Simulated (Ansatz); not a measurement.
## Mending a geometry relaxation on TiAl3

System: TiAl3 (4 atoms in the cell).
Method of run A: DFT, b3-lyp, plane waves, PAW (Ansatz 0.2.0).

The structure derives from a Materials Project entry. Text and figures count atoms from 1; the logs count them from 0 in places.

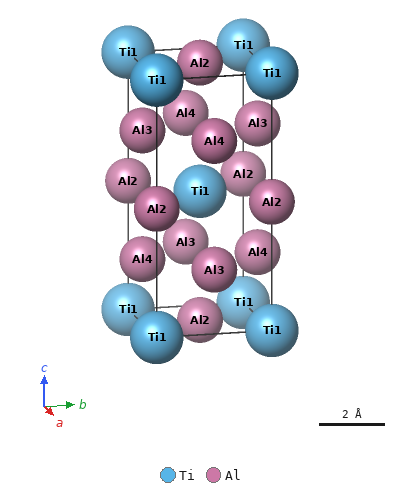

Fig. 1: The starting structure (spheres-only view of the cell 2 times as large as that of the calculation, set on its symmetry axes, seen slightly off an axis; atoms are numbered from 1 in the order of the input).

Input file, run A:
```yaml
crystal:
  lattice:
    - [-1.8442069221, 1.8442069221, 4.1237585239]
    - [1.8442069221, -1.8442069221, 4.1237585239]
    - [1.8442069221, 1.8442069221, -4.1237585239]
  atoms:
    - { symbol: Ti, position: [0.0, 0.0, 0.0] }
    - { symbol: Al, position: [0.5, 0.5, 0.0] }
    - { symbol: Al, position: [0.75, 0.25, 0.5] }
    - { symbol: Al, position: [0.25, 0.75, 0.5] }
basis:
  ecutwfc: 420
kpoints:
  mp_grid: { grid: [16, 16, 16] }
hamiltonian:
  xc: b3-lyp
scf:
  occupations: { method: gaussian, width: 0.1 }
  max_iter: 80
output:
  forces: true
  eigenvalues: true
  stress: true
relax:
  adjacent_minimum: "off"
  f_tol: 0.01
  max_steps: 30
  cell: { stress_tol: 0.1, fix: [volume] }
```

Command:
```bash
ansatz run input.yaml --threads 1 --pin off --max-ram 2560MiB --backend cpu --events-out ev --progress --plain --runs-dir out
```

Hardware: 1 thread of Arm Neoverse V1, 24 GiB of memory available, shared host.

Output (run A):
```
Error: YAML parse error: error: line 16 column 7: hamiltonian.xc: unknown variant `b3-lyp`, expected one of `lda`, `lda-pw`, `pw92`, `pbe`, `pbesol`, `rpbe`, `revpbe`, `blyp`, `pbe0`, `revpbe0`, `b3lyp`, `b3lyp5`, `hse06`, `wpbeh`, `hiss`, `lc_wpbe`, `cam_b3lyp`, `hf`, `r2scan`, `r2scanh`, `r2scan0`, `r2scan50`, `mr2scan`
  --> <input>:16:7
   |
14 |   mp_grid: { grid: [16, 16, 16] }
15 | hamiltonian:
16 |   xc: b3-lyp
   |       ^ hamiltonian.xc: unknown variant `b3-lyp`, expected one of `lda`, `lda-pw`, `pw92`, `pbe`, `pbesol`, `rpbe`, `revpbe`, `blyp`, `pbe0`, `revpbe0`, `b3lyp`, `b3lyp5`, `hse06`, `wpbeh`, `hiss`, `lc_wpbe`, `cam_b3lyp`, `hf`, `r2scan`, `r2scanh`, `r2scan0`, `r2scan50`, `mr2scan`
17 | scf:
18 |   occupations: { method: gaussian, width: 0.1 }
   |
```

### Diagnose this run and give a change of the input that cures it.

This input holds a deliberate fault: an unknown functional (`hamiltonian.xc`). The program refused the input: “YAML parse error: error: line 16 column 7: hamiltonian.xc: unknown variant `b3-lyp`, expected one of `lda`, `lda-pw`, `pw92`, `pbe`, `pbesol`, `rpbe`, `revpbe`, `blyp`, `pbe0`, `revpbe0`, `b3lyp`, `b3lyp5`, `hse06`, `wpbeh`, `hiss`, `lc_wpbe`, `cam_b3lyp`, `hf`, `r2scan`, `r2scanh`, `r2scan0`, `r2scan50`, `mr2scan` …”

A run of the same system that converges differs from this input as follows (lines with − go, lines with + come):
```diff
-  xc: b3-lyp
+  xc: pbe
-  max_iter: 80
```

Output, shortened to warnings, some set-up lines, iterations and results (run B):
```
Basis set: ecut = 420 eV, 1073 PW (Γ), exchange–correlation on 72×72×72 points (8 copies of the dense FFT grid, shifted against one another)
Symmetry: 16 space group operations
k-points: 349 of 4096
Initial density: superposition of atomic densities (neutral atoms: chi_scale 0, normalization atom), corrected by the library's trained network
[...]
SCF iter   1: F=—  HF=-4113.392716 eV  |F-HF|=—  |Δ(HF+E_count)|=         —  Δρ=3.29e-3  dr2=6.09e-3  ethr=1.77e-3  ⟨swp⟩=5.5  Hψ=30640  notcnv=0
SCF iter   2: F=—  HF=-4113.391794 eV  |F-HF|=—  |Δ(HF+E_count)|=   9.22e-4  Δρ=1.67e-3  dr2=1.53e-3  ethr=2.90e-5  ⟨swp⟩=1.0  Hψ=8027  notcnv=0
SCF iter   3: F=—  HF=-4113.391613 eV  |F-HF|=—  |Δ(HF+E_count)|=   1.82e-4  Δρ=2.77e-4  dr2=4.59e-5  ethr=7.29e-6  ⟨swp⟩=2.1  Hψ=6334  notcnv=0
SCF iter   4: F=—  HF=-4113.391609 eV  |F-HF|=—  |Δ(HF+E_count)|=   3.43e-6  Δρ=3.79e-5  dr2=1.07e-6  ethr=2.19e-7  ⟨swp⟩=2.4  Hψ=7081  notcnv=0
SCF iter   5: F=-4113.391609 eV  HF=-4113.391609 eV  |F-HF|=1.15e-8  |Δ(HF+E_count)|=   2.01e-7  Δρ=8.25e-6  dr2=3.19e-8  ethr=5.12e-9  ⟨swp⟩=2.1  Hψ=7039  notcnv=0
[... 7 lines ...]
SCF iter   5: F=-4113.391609 eV  HF=-4113.391609 eV  |F-HF|=9.09e-13  |Δ(HF+E_count)|=  1.82e-12  Δρ=1.85e-8  dr2=1.27e-13  ethr=1.00e-12  ⟨swp⟩=1.0  Hψ=5235  notcnv=0
SCF iter   6: F=-4113.391609 eV  HF=-4113.391609 eV  |F-HF|=9.09e-13  |Δ(HF+E_count)|=  1.82e-12  Δρ=5.34e-9  dr2=1.27e-14  ethr=1.00e-12  ⟨swp⟩=1.0  Hψ=5235  notcnv=0
SCF iter   7: F=-4113.391609 eV  HF=-4113.391609 eV  |F-HF|=0.00e0  |Δ(HF+E_count)|=    0.00e0  Δρ=1.64e-9  dr2=1.23e-15  ethr=1.00e-12  ⟨swp⟩=1.0  Hψ=11866  notcnv=0
SCF 2 converged in 7 iterations: F = -4113.391609 eV  dr2 = 1.23e-15
relax step   2: F+E_penalty+E_count = -4113.39160890 eV  Δ(F+E_penalty+E_count) = -4.002e-10 eV  max|allowed force component| = 1.041e-17 eV/Å  Δτ_max = 0.0000 Å  P = +17.467 …
basis re-selected at this cell: Δ(F+E_penalty+E_count) = -4.002e-10 eV, ΔP = -0.000 GPa vs the last step (what re-selecting the basis moved, of the pressure what is left beyond the Pulay correction that the steps carried, after the strain that the cell walked since its last selection, with what the …
SCF converged after 7 iterations
Free energy (F): -4113.391609 eV
Harris-Foulkes:  -4113.391609 eV  (|F-HF|=0.00e0)
Internal energy: -4113.383773 eV  (E = F + TS)
E sigma→0 (E₀):  -4113.387691 eV
Entropy (-TS):   -0.007836 eV (-1.959 meV/atom)
Fermi energy:    11.017560 eV
--- Per-component energies (eV) ---
  E_band       = -122.387051
  E_kinetic    = 352.938564
  E_local      = -1134.817961  (includes V_loc(G=0)·N_el)
  E_nonlocal   = 41.858166
  E_hartree    = 508.847724
  E_xc         = -221.710865
  E_vxc        = -215.435762  (∫ρ·V_xc dr)
  E_paw        = -2452.051171  (= ΣΔE_a)
  E_vpaw       = -184.625620  (= ΣTr[D̂ρ^β])
  E_aug_tail   = 0.000115  (compensation charges beyond the density's cutoff)
  E_ewald      = -1208.448345
  E_smearing   = -0.007836  (= −TS)
  E_closure    = 0.000000  (closes the sum)
  Σ components = -4113.391609   (vs F -4113.391609, Δ=0.00e0)
--- Forces (eV/Å), atoms counted from 1 ---
  atom   1  Ti    -0.00000000     0.00000000     0.00000000
  atom   2  Al    -0.00000000     0.00000000     0.00000000
  atom   3  Al     0.00000000    -0.00000000     0.00000000
  atom   4  Al     0.00000000    -0.00000000     0.00000000
  max |Σ_I F_I| component: 2.78e-17 eV/Å
--- Stress (GPa, compression-positive) ---
       17.489643       0.000000       0.000000
        0.000000      17.489643      -0.000000
        0.000000       0.000000      17.422227
  P = ⅓ Tr σ = 17.4672 GPa (174.672 kbar)
--- Relaxed structure (1 steps of the walk, 1 accepted, 1 SCFs on fresh bases) ---
  F+E_penalty+E_count = -4113.39160890 eV   max|allowed force component| = 1.041e-17 eV/Å   (the final SCF, on the basis selected at the relaxed cell)
  cell:  # Å, volume = 56.1012 Å³
    - [-1.8442069221, 1.8442069221, 4.1237585239]
    - [1.8442069221, -1.8442069221, 4.1237585239]
    - [1.8442069221, 1.8442069221, -4.1237585239]
  atoms:
    - { symbol: Ti, position: [0.0, 0.0, 0.0] }
    - { symbol: Al, position: [0.5, 0.5, 0.0] }
    - { symbol: Al, position: [0.75, 0.24999999999999997, 0.49999999999999994] }
[...]
```

The two runs side by side:

```csv
quantity,run A,run B
outcome,refused,converged
free energy per atom (eV),–,−1028.3479
gap on the mesh (eV),–,0.00
pressure (GPa),–,17.47
volume per atom (Å³),–,14.03
largest force (eV/Å),–,0.000
SCF iterations,–,13
irreducible k-points,–,349
```

Notes on run B: The cell is under a pressure of 17.5 GPa at this level, so it is not at its equilibrium volume.
